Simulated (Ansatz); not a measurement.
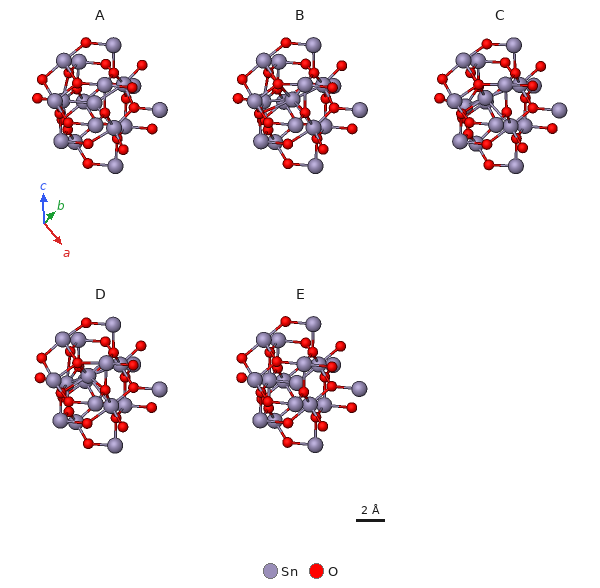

5 geometries from one relaxation of a defect cell of composition Sn₁₇O₃₁, in shuffled order. A ball-and-stick model of the atoms within 5.0 Å of the atom that moves most (axes of the cell of the calculation (origin shifted)), seen slightly off an axis.

Case: Sn on a O site (g), charge +0, atoms relaxed at the host's cell.

All numbers below come from Ansatz, DFT PBE, scalar-relativistic, plane waves, PAW. (plane-wave cutoff 420 eV; k-point mesh 2 × 2 × 2; occupations gaussian; smearing width 0.01 eV; mesh shifted by (0.5, 0.5, 0.5); no spin polarisation; atoms relaxed in a fixed cell; force threshold 0.025 eV/Å; at most 45 steps)

> Order the frames from highest to lowest energy.

E, A, B, D, C. They are steps 0, 5, 8, 12, 19, at +11.421 eV per cell of the calculation, +1.680 eV per cell of the calculation, +1.155 eV per cell of the calculation, +0.312 eV per cell of the calculation relative to the last. The atom that moves furthest is a Sn atom (1.10 Å roughly along [−1 −1 0]). By element the largest moves are Sn 1.10 Å, O 0.39 Å. The lattice vectors keep their values. Near-neighbour distances that change, for instance: O–Sn 3.660 → 2.206 Å, O–Sn 3.498 → 2.244 Å, O–Sn 2.089 → 2.893 Å, O–Sn 2.957 → 2.198 Å. New bonds form: O–Sn (2.96 → 2.20 Å), O–Sn (3.50 → 2.24 Å), O–Sn (3.66 → 2.21 Å). Bonds break: O–Sn (2.09 → 2.89 Å). Among the angles between lasting bonds that change: Sn–Sn–O 180.0° → 107.2°, O–Sn–O 101.6° → 136.7°, Sn–Sn–Sn 101.6° → 73.4°. After 19 geometry steps the energy has fallen by 11.421 eV per cell of the calculation. Largest force component: 14 eV/Å at the start, 0.011 eV/Å at the end. The run took about 20 core-minutes on a shared host.
